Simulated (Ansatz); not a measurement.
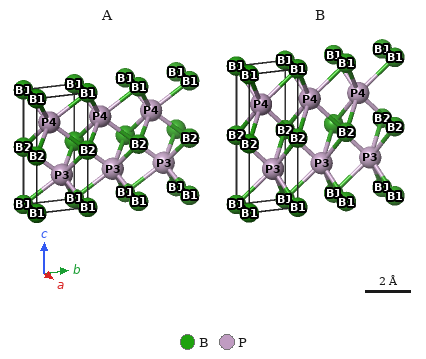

Two geometries of a crystal of BP (a generated structure, set up in P6_3/mmc) (coarse preliminary run), drawn at one scale. One is the start of a relaxation, the other its converged end. A ball-and-stick model of the cell of the calculation, repeated 1 × 3 × 1 with one cell outlined, seen slightly off an axis.

Computed with DFT PBE, scalar-relativistic, plane waves, PAW (Ansatz). (plane-wave cutoff 420 eV; k-point mesh 6 × 6 × 4; occupations gaussian; smearing width 0.1 eV; no spin polarisation; cell and atoms relaxed; force threshold 0.04 eV/Å; at most 70 steps)

**Which one is relaxed?**

Structure A is the relaxed one. The energy falls by 304 meV per atom in 9 accepted moves (10 points after the start). All forces vanish by symmetry, so only the cell relaxes. Pressure: −14.93 GPa at the start and 0.04 GPa at the end. At 1 point the geometry stayed and the basis and grid were re-selected for the new cell (energy shift of 0.5 meV per atom at most each time). The atoms keep their places relative to the cell (all moves are under 0.005 Å). The drawn cell changes as follows: a = b 2.897 → 3.036 Å (+4.8 %), c 6.257 → 5.183 Å (−17.2 %); the volume changes by −9.0 %. Some distances before and after: B1–P3 2.290 → 2.180 Å. Bond angles that change, for instance: B1–P3–B2 86.2° → 72.9°, B1–P3–B1 78.5° → 88.3°, P3–B1–P3 78.5° → 88.3°. The space group stays P6_3/mmc (No. 194). Cost: 17 s on 1 thread of Intel(R) Xeon(R) Platinum 8259CL CPU @ 2.50GHz (Skylake/Cascade Lake) (shared host), peak memory 0.44 GiB.
